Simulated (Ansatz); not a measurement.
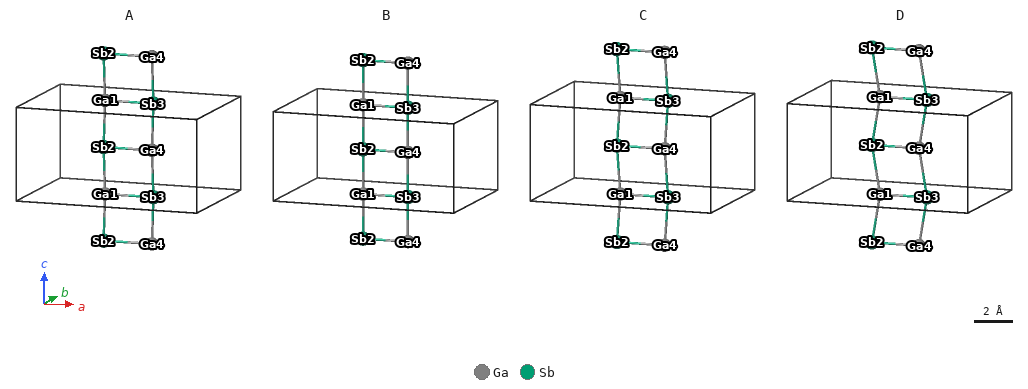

4 geometries from one relaxation of a wire of composition GaSb, in shuffled order. A ball-and-stick model of the cell of the calculation, with the vacuum cut short, seen slightly off an axis.

Case: ladder chain of atoms.

Theory: Ansatz 0.2.0, DFT PBE, scalar-relativistic, plane waves, PAW. Set-up: plane-wave cutoff 420 eV; k-point mesh 1 × 1 × 13; occupations gaussian; smearing width 0.05 eV; collinear spin; cell relaxed at fixed a, b, alpha, beta, gamma; force threshold 0.01 eV/Å; at most 45 steps.

Put them in the order of the run, from the start to the converged end.

B, A, C, D. They are steps 0, 1, 2, 7, at +1.096 eV per cell of the calculation, +0.249 eV per cell of the calculation, +58.8 meV per cell of the calculation relative to the last. The largest moves relative to the layer's centre, 0.28 Å, are those of Sb2 and Sb3. Largest moves by element: Sb 0.28 Å, Ga 0.16 Å. Along the periodic axis the drawn cell goes c 4.843 → 5.286 Å (+9.1 %). Some distances before and after: Ga1–Sb2 2.422 → 2.680 Å, Ga1–Sb3 2.543 → 2.661 Å. Bond angles that change, for instance: Sb2–Ga1–Sb2 180.0° → 160.8°, Ga4–Sb3–Ga4 180.0° → 160.8°, Sb2–Ga1–Sb3 90.0° → 99.6°. The energy falls by 1.096 eV per cell of the calculation in 6 accepted moves (7 points after the start). The largest force component goes from 1.4 to 0.00044 eV/Å. The SCF was repeated once at an unchanged geometry on a basis and grid sized afresh for the cell, which shifted the energy by 2.3 meV per cell of the calculation at most.

Limits of the set-up: the k-point mesh is coarse for a cell with partly filled bands.
